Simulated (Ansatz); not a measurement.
# Band-structure calculation of PbS

- system: PbS (Cmcm, 4 atoms in the cell)
- method: DFT, LDA, plane waves, PAW, no spin polarisation (Ansatz 0.2.0)

The structure derives from a Materials Project entry. The geometry comes from this level: r2scan-rvv10. Figures and captions count atoms from 1; the log counts them from 0 in places.

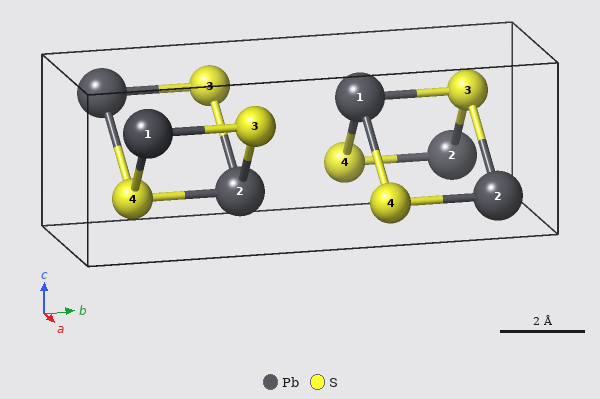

**Figure 1.** The structure (ball-and-stick view of the cell 2 times as large as that of the calculation, set on its symmetry axes, seen slightly off an axis; atoms are numbered from 1 in the order of the input).

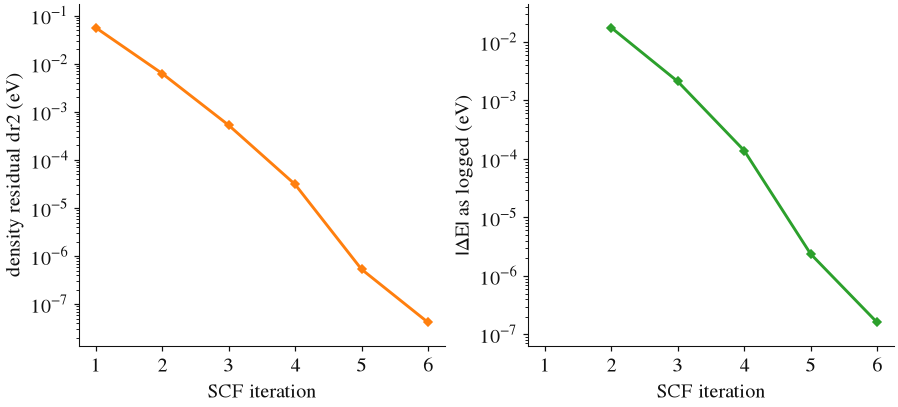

**Figure 2.** Convergence of the self-consistent field: density residual dr2 and size of the energy change against the SCF iteration. The residual falls at every step.

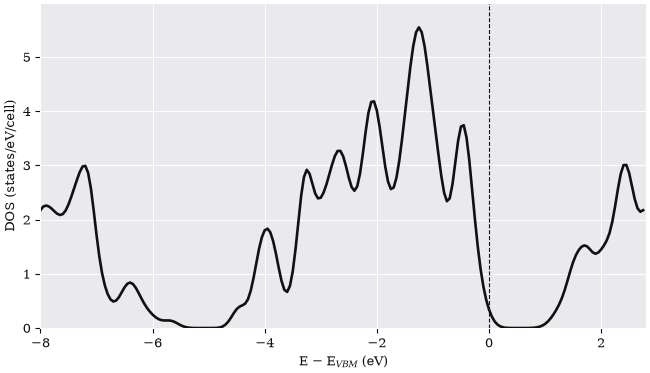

**Figure 3.** Density of states (the curve is built from the levels of the k mesh with Gaussians 0.3 eV wide, which also blur the band edges), with energies from the valence-band top. There is a gap of 1.04 eV on the k-point mesh. Small ripples come from the finite k-point mesh.

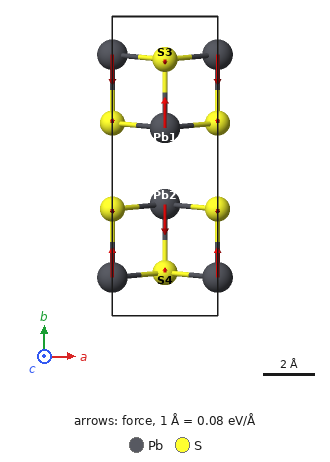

**Figure 4.** Forces on the atoms as red arrows (ball-and-stick view of the cell 2 times as large as that of the calculation, set on its symmetry axes, along the c axis; atoms are numbered from 1 in the order of the input). The largest act on Pb1, Pb2 (0.10 eV/Å). The geometry is not a stationary point of this energy.

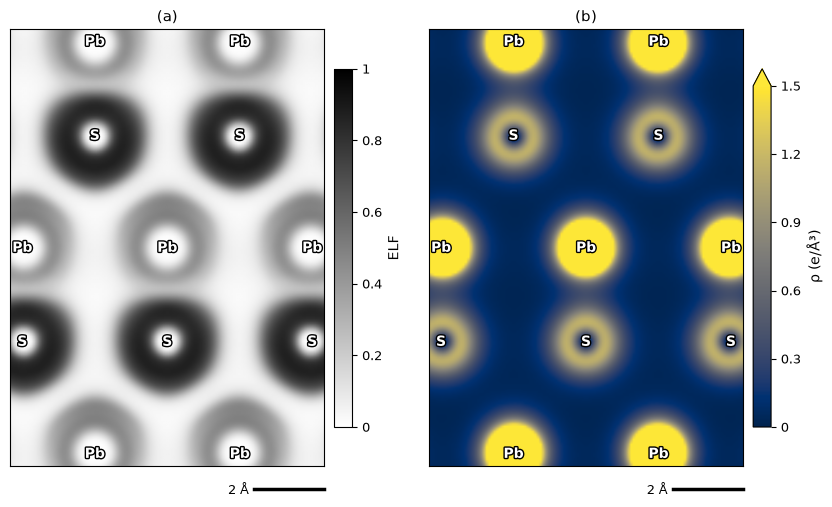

**Figure 5.** (a) electron localisation function; (b) valence electron density on the (001) plane of the conventional cell. The plane passes through Pb and S nuclei. Pb–S (2.68 Å): the density is about 0.38 e/Å³ at the midpoint; the ELF peaks at about 0.85 in the valence shell of S, 0.8 Å from its nucleus, and drops to about 0.25 between the two atoms. Away from the nuclei the density in this plane falls to 0.03 e/Å³ at its lowest. Core electrons are frozen (PAW), so the fields are smoothed inside the atomic spheres.

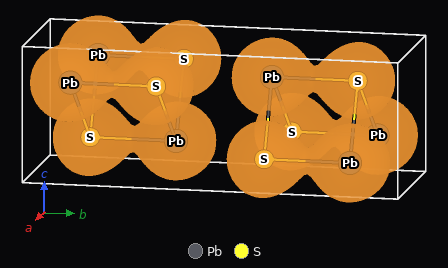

**Figure 6.** Isosurface of the valence electron density at 0.3 e/Å³ (orange), seen slightly off an axis. Sticks mark near contacts. The outline is the cell set on symmetry axes. At this value the density breaks into separate islands; it holds about 80 % of the electrons treated as valence (semicore included). It is pinched off along the Pb–S (2.97 Å) contacts. On the grid the lowest density along these lines, outside the cores, is 0.38 e/Å³ (Pb–S, 2.68 Å) and 0.22 e/Å³ (Pb–S, 2.97 Å).

The input and output of the run follow.

The input:
```yaml
crystal:
  lattice:
    - [2.0637484146, -5.8692756833, 0.0]
    - [2.0637484146, 5.8692756833, 0.0]
    - [0.0, 0.0, 4.2604423703]
  atoms:
    - { symbol: Pb, position: [0.87227726, 0.12772274, 0.75] }
    - { symbol: Pb, position: [0.12772274, 0.87227726, 0.25] }
    - { symbol: S, position: [0.6436799886, 0.3563200114, 0.75] }
    - { symbol: S, position: [0.3563200114, 0.6436799886, 0.25] }
kpoints:
  mp_grid: { grid: [6, 6, 6] }
  band_path:
    path:
      - [0.0, 0.0, 0.0]
      - [-0.5, 0.5, 0.0]
      - [-0.2809089674, 0.7190910326, 0.0]
      - [0.2809089674, 0.2809089674, 0.0]
      - [0.0, 0.0, 0.5]
      - [0.2809089674, 0.2809089674, 0.5]
      - [-0.2809089674, 0.7190910326, 0.5]
      - [-0.5, 0.5, 0.5]
      - [0.0, 0.5, 0.0]
      - [-0.5, -0.5, 0.36849]
      - [0.453125, 0.453125, 0.0]
      - [-0.5, 0.5, 0.35]
    npoints: 1
hamiltonian:
  xc: lda
scf:
  occupations: { method: fixed }
  n_extra_bands: 5
output:
  forces: true
  stress: true
  eigenvalues: true
  write_density: true
  write_potential: true
  elf: true
  volumetric_format: npy
```

Launch command:
```bash
ansatz run input.yaml --threads 4 --pin off --max-ram 7372MiB --backend cpu --events-out ev --progress --plain --runs-dir out
```

Output:
```
scf.n_extra_bands = 5 over 20 filled bands (N_el = 40.0): the run solves 25 bands
Engine: ansatz 0.2.0, x86_64-unknown-linux-gnu
Pseudopotentials: kind: paw
Pseudopotential: Pb, paw, valence charge 14, recommended cutoff 420 eV (normal), Pb.paw.azcp
Pseudopotential: S, paw, valence charge 6, recommended cutoff 420 eV (normal), S.paw.azcp
Functional definition: SPW92
  exchange = slater_x
  correlation = pw_c
Crystal: 4 atoms, lattice volume = 103.211 Å³
Basis set: ecut = 420 eV, 1999 PW (Γ)
Bands: 25, of which v1, the nominal top of the filled ones, is band 20 counted from 1 (19 counted from 0)
Symmetry: 8 space group operations
Space group: Cmcm (ITA 63), of the structure as read, at distance tolerance 4.7e-5 Å
k-points: 52 of 216
Non-local potential: Pb, projectors of the file, l = 0: 2, l = 1: 2, l = 2: 2, l = 3: 2
Non-local potential: S, projectors of the file, l = 0: 2, l = 1: 2, l = 2: 2
PAW form: soft (Blöchl's): semilocal exchange-correlation on the pseudo side does not see the compensation charge
PAW frozen core: Pb, regenerated for the run's functional, and the local potential with it (the file was generated under x = pbe(κ = 0.804, μ = 0.2195149727645171), c = pbe(β = 0.06672455060314922))
PAW frozen core: S, regenerated for the run's functional, and the local potential with it (the file was generated under x = pbe(κ = 0.804, μ = 0.2195149727645171), c = pbe(β = 0.06672455060314922))
PAW one-centre angular grid: Pb, 590 points (default); XC on 64 Gauss nodes
PAW one-centre angular grid: S, 110 points (default); XC on 64 Gauss nodes
Initial density: superposition of atomic densities (neutral atoms: chi_scale 0, normalization atom), corrected by the library's trained network
Initial wavefunctions: pseudopotential atomic-orbital guess
Functional: x = slater, c = lda
SCF iter   1: F=—  HF=-24945.754104 eV  |F-HF|=—  |Δ(HF+E_count)|=         —  Δρ=6.15e-3  dr2=5.59e-2  ethr=1.77e-3  ⟨swp⟩=5.0  Hψ=5153  notcnv=0  defer=142
preconditioner: auto → Resta (q_TF=auto, 2.330 Å⁻¹)  ε∞=3.7  [insulator: Δε(μ)=0.947 eV  Ē_g=14.198 eV  n_scr=26 (ndim 8)  ℏωp=23.1 eV  f_vac=0.000  ε∞_Penn≈3.7]
SCF iter   2: F=—  HF=-24945.736595 eV  |F-HF|=—  |Δ(HF+E_count)|=   1.75e-2  Δρ=2.73e-3  dr2=6.24e-3  ethr=1.40e-4  ⟨swp⟩=2.0  Hψ=1839  notcnv=0  defer=156
SCF iter   3: F=—  HF=-24945.734490 eV  |F-HF|=—  |Δ(HF+E_count)|=   2.11e-3  Δρ=7.15e-4  dr2=5.27e-4  ethr=1.56e-5  ⟨swp⟩=3.0  Hψ=2389  notcnv=0  defer=156
SCF iter   4: F=—  HF=-24945.734351 eV  |F-HF|=—  |Δ(HF+E_count)|=   1.39e-4  Δρ=1.90e-4  dr2=3.10e-5  ethr=1.32e-6  ⟨swp⟩=2.0  Hψ=1466  notcnv=0  defer=144
SCF iter   5: F=—  HF=-24945.734349 eV  |F-HF|=—  |Δ(HF+E_count)|=   2.38e-6  Δρ=2.42e-5  dr2=5.35e-7  ethr=7.74e-8  ⟨swp⟩=2.1  Hψ=1582  notcnv=0  defer=108
SCF iter   6: F=-24945.734349 eV  HF=-24945.734349 eV  |F-HF|=2.09e-8  |Δ(HF+E_count)|=   1.61e-7  Δρ=4.82e-6  dr2=4.22e-8  ethr=2.50e-10  ⟨swp⟩=15.0  Hψ=11665  notcnv=0
SCF 1 converged in 6 iterations: F = -24945.734349 eV  dr2 = 4.22e-8
  greatest PAW one-centre occupation: 0.982 electrons in one spin orbital (limit 2), on the Pb atom at site 1 (counted from 0), in its partial waves of l = 2
NSCF: frozen V_eff on 12 k-points
SCF converged after 6 iterations
Free energy (F): -24945.734349 eV
Harris-Foulkes:  -24945.734349 eV  (|F-HF|=2.09e-8)
Internal energy: -24945.734349 eV  (E = F + TS)
E sigma→0 (E₀):  -24945.734349 eV
Fermi energy:    7.605272 eV
--- Per-component energies (eV) ---
  E_band       = -119.186493
  E_kinetic    = 788.946787
  E_local      = -2465.995202  (includes V_loc(G=0)·N_el)
  E_nonlocal   = 767.459558
  E_hartree    = 956.002587
  E_xc         = -630.921213
  E_vxc        = -442.485256  (∫ρ·V_xc dr)
  E_paw        = -21339.808599  (= ΣΔE_a)
  E_vpaw       = -679.119560  (= ΣTr[D̂ρ^β])
  E_aug_tail   = 0.000093  (compensation charges beyond the density's cutoff)
  E_ewald      = -3021.569328
  E_core_change = 0.150968  (= ΣΔE_core)
  E_smearing   = -0.000000  (= −TS)
  E_closure    = 0.000000  (closes the sum)
  Σ components = -24945.734349   (vs F -24945.734349, Δ=0.00e0)
--- Forces (eV/Å), atoms counted from 1 ---
  atom   1  Pb     0.00000000     0.09822711     0.00000000
  atom   2  Pb     0.00000000    -0.09822711     0.00000000
  atom   3  S      0.00000000    -0.01673601     0.00000000
  atom   4  S      0.00000000     0.01673601     0.00000000
  max |Σ_I F_I| component: 0.00e0 eV/Å
--- Stress (GPa, compression-positive) ---
       -2.821713       0.000000       0.000000
        0.000000      -2.234641       0.000000
        0.000000       0.000000      -3.031301
  P = ⅓ Tr σ = -2.6959 GPa (-26.959 kbar)
--- Band table (eV; the first three rows and the last of 52) ---
  k-point 0: bands = ["-8.7253", "-8.6124", "-8.6101", "-8.5893", "-8.5537", "-8.5508", "-8.5464", "-8.5308", "-8.5221", "-8.4631", "-5.4808", "-3.5259", "0.7449", "1.6547", "3.2301", "4.5493", "5.2202", "5.8848", "6.1206", "7.0935", "12.1841", "12.2103", "12.4000", "13.0468", "13.4516"]
  k-point 1: bands = ["-8.7064", "-8.6135", "-8.6089", "-8.5777", "-8.5638", "-8.5629", "-8.5479", "-8.5200", "-8.5154", "-8.4756", "-5.3161", "-3.5347", "0.3036", "1.2849", "3.3786", "5.0046", "5.4273", "6.0649", "6.4760", "6.9137", "11.5206", "11.6872", "11.9403", "12.4168", "12.7269"]
  k-point 2: bands = ["-8.6674", "-8.6203", "-8.5927", "-8.5834", "-8.5834", "-8.5552", "-8.5412", "-8.5106", "-8.5085", "-8.5059", "-4.8510", "-3.7005", "-0.2664", "0.4859", "3.9063", "5.3948", "5.9700", "6.4571", "6.8454", "7.2113", "10.1326", "10.1993", "10.5485", "11.2200", "12.6745"]
  k-point 51: bands = ["-8.6510", "-8.6510", "-8.5752", "-8.5752", "-8.5525", "-8.5525", "-8.5235", "-8.5235", "-8.5185", "-8.5185", "-4.1281", "-4.1281", "-0.6787", "-0.6787", "6.3822", "6.3822", "6.4629", "6.4629", "7.0515", "7.0515", "9.2481", "9.2481", "10.7517", "10.7517", "11.0652"]
```

File bands.tsv:
```
# k_distance	band_0	band_1	band_2	band_3	band_4	band_5	band_6	band_7	band_8	band_9	band_10	band_11	band_12	band_13	band_14	band_15	band_16	band_17	band_18	band_19	band_20	band_21	band_22	band_23	band_24
# fermi_ev = 7.605272
# lock_threshold_ev = 1e-6
# [0, 0, 0] at k_distance = 0.000000
# [-0.5, 0.5, 0] at k_distance = 0.535261
# [-0.2809089674, 0.7190910326, 0] at k_distance = 1.202294
# [0.2809089674, 0.2809089674, 0] at k_distance = 1.769680
# [0, 0, 0.5] at k_distance = 2.898917
# [0.2809089674, 0.2809089674, 0.5] at k_distance = 3.754158
# [-0.2809089674, 0.7190910326, 0.5] at k_distance = 4.321544
# [-0.5, 0.5, 0.5] at k_distance = 4.988577
# [0, 0.5, 0] at k_distance = 6.081598
# [-0.5, -0.5, 0.36849] at k_distance = 8.443997
# [0.453125, 0.453125, 0] at k_distance = 11.396281
# [-0.5, 0.5, 0.35] at k_distance = 12.963484
# levels_relative_to = fermi_ev
# free_energy_ev = -24945.734349
# largest_residual_norms_ev = 1.646e-4 1.702e-4 1.157e-3 1.715e-4 1.955e-4 1.700e-4 1.809e-4 1.650e-4 1.617e-4 1.711e-4 7.004e-4 7.642e-4 9.104e-4 7.424e-4 1.682e-3 1.792e-3 1.862e-3 1.566e-3 1.296e-3 1.566e-3 1.686e-3 1.617e-3 1.388e-3 2.242e-3 1.998e-3
0.000000	-16.330538	-16.217695	-16.215383	-16.194567	-16.159008	-16.156052	-16.151705	-16.136061	-16.127410	-16.068328	-13.086103	-11.131139	-6.860380	-5.950529	-4.375166	-3.055986	-2.385041	-1.720426	-1.484689	-0.511817	4.578851	4.605023	4.794739	5.441540	5.846320
0.535261	-16.316176	-16.203732	-16.198084	-16.172591	-16.169966	-16.167630	-16.166794	-16.137755	-16.113417	-16.094896	-12.771829	-11.667055	-7.616509	-5.631841	-2.763255	-2.660073	-1.969088	-1.823996	-1.294756	-0.474277	1.043797	4.310011	4.712813	4.784484	5.515312
1.202294	-16.233933	-16.228357	-16.212957	-16.181422	-16.174471	-16.170104	-16.152761	-16.143841	-16.109964	-16.087963	-11.823095	-11.636875	-8.608117	-7.244613	-2.524381	-1.360546	-1.277526	-1.249112	-0.711365	-0.266463	1.502716	1.754321	1.860163	2.642491	3.450748
1.769680	-16.233933	-16.228357	-16.212957	-16.181422	-16.174471	-16.170104	-16.152761	-16.143841	-16.109964	-16.087963	-11.823095	-11.636875	-8.608117	-7.244613	-2.524381	-1.360546	-1.277526	-1.249112	-0.711365	-0.266463	1.502716	1.754321	1.860163	2.642491	3.450748
2.898917	-16.242607	-16.242607	-16.197312	-16.197312	-16.164083	-16.164083	-16.138705	-16.138705	-16.112065	-16.112065	-11.818145	-11.818145	-7.786613	-7.786613	-2.888635	-2.888635	-1.096292	-1.096292	-0.081929	-0.081929	1.698170	1.698170	2.651427	2.651427	5.073703
3.754158	-16.313656	-16.313656	-16.196895	-16.196895	-16.158289	-16.158289	-16.120837	-16.120837	-16.099962	-16.099962	-11.269891	-11.269891	-7.257040	-7.257040	-4.456921	-4.456921	-2.844972	-2.844972	-1.469783	-1.469783	3.107490	3.107490	5.657961	5.657961	6.198697
4.321544	-16.313656	-16.313656	-16.196895	-16.196895	-16.158289	-16.158289	-16.120837	-16.120837	-16.099962	-16.099962	-11.269891	-11.269891	-7.257040	-7.257040	-4.456921	-4.456921	-2.844972	-2.844972	-1.469783	-1.469783	3.107490	3.107490	5.657961	5.657961	6.198697
4.988577	-16.256303	-16.256303	-16.180429	-16.180429	-16.157740	-16.157740	-16.128722	-16.128722	-16.123796	-16.123796	-11.733334	-11.733334	-8.284006	-8.284006	-1.223047	-1.223047	-1.142380	-1.142380	-0.553746	-0.553746	1.642839	1.642839	3.146426	3.146426	3.459906
6.081598	-16.238643	-16.222253	-16.207556	-16.199523	-16.173773	-16.162782	-16.157867	-16.127253	-16.121067	-16.084684	-11.809039	-11.625258	-8.409093	-7.514022	-2.173175	-2.078488	-1.370254	-1.160049	-0.405956	-0.365674	1.702326	1.727329	2.007357	2.948356	3.108611
8.443997	-16.275803	-16.237259	-16.182308	-16.170611	-16.163399	-16.159677	-16.142708	-16.131838	-16.123124	-16.114855	-12.115978	-11.519287	-8.445407	-7.655508	-1.780970	-1.539795	-1.433023	-0.955069	-0.665234	0.078305	1.074972	1.770860	3.152055	3.672708	3.858243
11.396281	-16.310123	-16.204236	-16.195208	-16.179075	-16.167573	-16.166696	-16.163290	-16.142562	-16.110610	-16.097439	-12.721241	-11.638261	-7.743965	-5.756894	-2.698398	-2.586495	-1.902443	-1.811026	-1.190683	-0.481818	1.032119	4.019444	4.716468	4.794352	4.960906
12.963484	-16.278636	-16.234535	-16.181952	-16.168798	-16.164980	-16.160586	-16.144477	-16.133605	-16.123051	-16.113067	-12.171837	-11.510294	-8.426326	-7.541072	-1.863882	-1.633781	-1.478938	-0.951842	-0.637663	0.056726	1.113523	1.721838	3.222052	3.790052	3.993943
```

File rho_z.tsv:
```
# z_ang	rho[e/angstrom^3]
# format = ansatz-planar-average/11
# lattice	2.063748415	-5.869275683	0.000000000
# lattice	2.063748415	5.869275683	0.000000000
# lattice	0.000000000	0.000000000	4.260442370
# sites	4
# site	82	2.063748415	-4.369995739	3.195331778
# site	82	2.063748415	4.369995739	1.065110593
# site	16	2.063748415	-1.686594927	3.195331778
# site	16	2.063748415	1.686594927	1.065110593
0.000000	1.791377e-1
0.142015	1.928623e-1
0.284029	2.350888e-1
0.426044	3.053002e-1
0.568059	3.958980e-1
0.710074	4.917980e-1
0.852088	5.739157e-1
0.994103	6.222353e-1
1.136118	6.222353e-1
1.278133	5.739157e-1
1.420147	4.917980e-1
1.562162	3.958980e-1
1.704177	3.053002e-1
1.846192	2.350888e-1
1.988206	1.928623e-1
2.130221	1.791377e-1
2.272236	1.928623e-1
2.414251	2.350888e-1
2.556265	3.053002e-1
2.698280	3.958980e-1
2.840295	4.917980e-1
2.982310	5.739157e-1
3.124324	6.222353e-1
3.266339	6.222353e-1
3.408354	5.739157e-1
3.550369	4.917980e-1
3.692383	3.958980e-1
3.834398	3.053002e-1
3.976413	2.350888e-1
4.118428	1.928623e-1
```

File v_z.tsv:
```
# z_ang	v_es[eV]	v_tot[eV]
# format = ansatz-planar-average/11
# xc	lda
# density_cutoff_ev	1680
# datasets	Pb=:simpson_from_first_knot:soft:shift=-2391751	S=:simpson_from_first_knot:soft:shift=-1176600
# lattice	2.063748415	-5.869275683	0.000000000
# lattice	2.063748415	5.869275683	0.000000000
# lattice	0.000000000	0.000000000	4.260442370
# sites	4
# site	82	2.063748415	-4.369995739	3.195331778
# site	82	2.063748415	4.369995739	1.065110593
# site	16	2.063748415	-1.686594927	3.195331778
# site	16	2.063748415	1.686594927	1.065110593
0.000000	8.667453e0	-3.650343e-1
0.142015	8.164516e0	-9.573498e-1
0.284029	6.841157e0	-2.532839e0
0.426044	5.094053e0	-4.654521e0
0.568059	3.429905e0	-6.762794e0
0.710074	2.230379e0	-8.414458e0
0.852088	1.557950e0	-9.462430e0
0.994103	1.278372e0	-9.954263e0
1.136118	1.278372e0	-9.954263e0
1.278133	1.557950e0	-9.462430e0
1.420147	2.230379e0	-8.414458e0
1.562162	3.429905e0	-6.762794e0
1.704177	5.094053e0	-4.654521e0
1.846192	6.841157e0	-2.532839e0
1.988206	8.164516e0	-9.573498e-1
2.130221	8.667453e0	-3.650343e-1
2.272236	8.164516e0	-9.573498e-1
2.414251	6.841157e0	-2.532839e0
2.556265	5.094053e0	-4.654521e0
2.698280	3.429905e0	-6.762794e0
2.840295	2.230379e0	-8.414458e0
2.982310	1.557950e0	-9.462430e0
3.124324	1.278372e0	-9.954263e0
3.266339	1.278372e0	-9.954263e0
3.408354	1.557950e0	-9.462430e0
3.550369	2.230379e0	-8.414458e0
3.692383	3.429905e0	-6.762794e0
3.834398	5.094053e0	-4.654521e0
3.976413	6.841157e0	-2.532839e0
4.118428	8.164516e0	-9.573498e-1
```

Results in brief:

| quantity | value |
| --- | --- |
| outcome | converged |
| space group (tolerance 0.01 Å) | Cmcm (63) |
| electrons treated | 40 |
| free energy | −24945.7343 eV |
| Fermi energy | 7.605 eV |
| gap on the k-point mesh | 1.04 eV |
| pressure | −2.70 GPa |
| largest force (length of the vector) | 0.098 eV/Å |
| hardware | 4 threads of Intel Xeon (Granite Rapids), 64 GiB of memory available, shared host |
| wall time | 1.5 s (CPU time 4.8 s) |
| peak memory | 0.5 GiB |

Spin–orbit coupling is left out, which matters for Pb.
